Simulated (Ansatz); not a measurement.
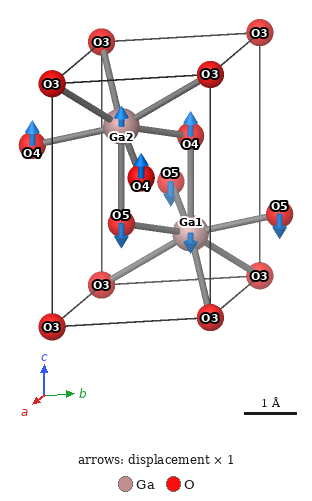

A relaxation of solid Ga2O3 (built on the A-type La2O3 type). The starting structure is drawn; blue arrows show the displacements (the part carried along by the change of the cell is left out), at their true length.

The picture is a ball-and-stick view of the cell of the calculation, seen slightly off an axis.

The calculation used DFT, PBE, plane waves, PAW in Ansatz 0.2.0.

The input:
```yaml
crystal:
  lattice:
    - [3.1528727, 0.0, 0.0]
    - [-1.57643635, 2.7304678531, 0.0]
    - [0.0, 0.0, 4.918481412]
  atoms:
    - { symbol: Ga, position: [0.3333333333, 0.6666666667, 0.245] }
    - { symbol: Ga, position: [0.6666666667, 0.3333333333, 0.755] }
    - { symbol: O, position: [0.0, 0.0, 0.0] }
    - { symbol: O, position: [0.3333333333, 0.6666666667, 0.645] }
    - { symbol: O, position: [0.6666666667, 0.3333333333, 0.355] }
kpoints:
  mp_grid: { grid: [12, 12, 6] }
hamiltonian:
  xc: pbe
scf:
  occupations: { method: fermi_dirac, width: 0.02 }
relax:
  f_tol: 0.005
  cell: {}
```

Command:
```bash
ansatz run input.yaml --threads 2 --pin off --max-ram 20275MiB --backend cpu --events-out ev --progress --plain --runs-dir out
```

Q: Describe the change and its energy.

A: The energy falls by 2.146 eV per cell of the calculation in 25 accepted moves (32 points after the start). Largest force component: 1.8 eV/Å at the start, 0.002 eV/Å at the end. Pressure: 41.24 GPa at the start and 0.01 GPa at the end. At 7 points the geometry stayed and the basis and grid were re-selected for the new cell (energy shift of 0.307 eV per cell of the calculation at most each time). The largest moves relative to the cell, 0.51 Å, are those of O4 and O5. O5 goes along −c. Largest moves by element: O 0.51 Å, Ga 0.42 Å. Cell: a = b 3.153 → 3.025 Å (−4.1 %), c 4.918 → 7.506 Å (+52.6 %). Volume +40.4 %. Among the contacts that change: Ga1–O4 1.967 → 3.935 Å, Ga1–O3 2.183 → 2.248 Å. Bonds break: Ga1–O4 (1.97 → 3.94 Å), Ga2–O5 (1.97 → 3.94 Å). Among the angles between lasting bonds that change: Ga1–O3–Ga2 87.5° → 95.5°, Ga1–O3–Ga1 92.5° → 84.5°, O3–Ga1–O3 92.5° → 84.5°. The space group stays P-3m1 (No. 164). The run took 78 s on 2 threads of AMD EPYC 7R13 Processor (Zen 3) (shared host), peak memory 0.64 GiB.
